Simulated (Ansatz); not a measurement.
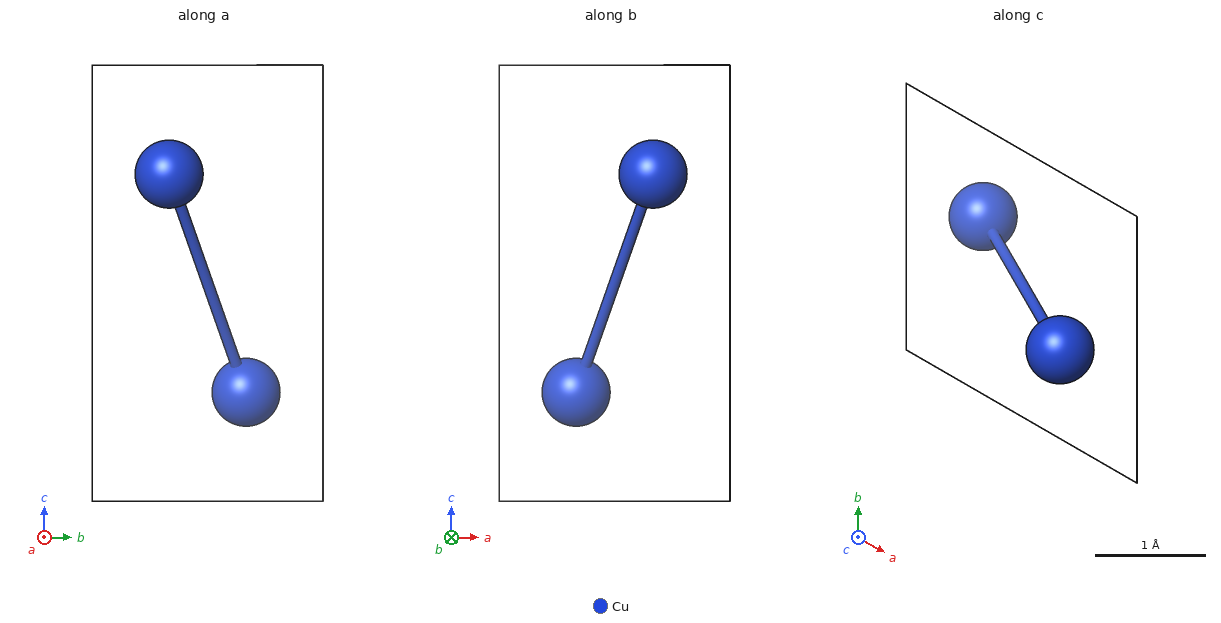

Crystal structure, ball-and-stick style, seen along the a axis, along the b axis and along the c axis. The conventional unit cell is drawn as a box.

Lattice parameters: a = 2.4233 Å, b = 2.4233 Å, c = 3.9660 Å, α = 90.000°, β = 90.000°, γ = 120.000°.

Write down what is shown as a CIF with its space group and independent sites.

Answer.
```cif
data_structure
_symmetry_space_group_name_H-M 'P 63/m m c'
_symmetry_Int_Tables_number 194
_cell_length_a 2.4233
_cell_length_b 2.4233
_cell_length_c 3.9660
_cell_angle_alpha 90.000
_cell_angle_beta 90.000
_cell_angle_gamma 120.000
_cell_volume 20.17
loop_
_atom_site_label
_atom_site_type_symbol
_atom_site_symmetry_multiplicity
_atom_site_Wyckoff_symbol
_atom_site_fract_x
_atom_site_fract_y
_atom_site_fract_z
_atom_site_occupancy
Cu1 Cu 2 c 0.3333 0.6667 0.2500 1
```

The initial geometry was a structure type filled with this element by a generator (whether the element takes this form wasn't checked). Earlier steps of the study may have refined or changed the cell and positions. It went into a calculation with Ansatz.

At this level of theory the cell isn't at rest (compressed, at 28 GPa), so its distances can differ from those at equilibrium, the more so the softer the solid.
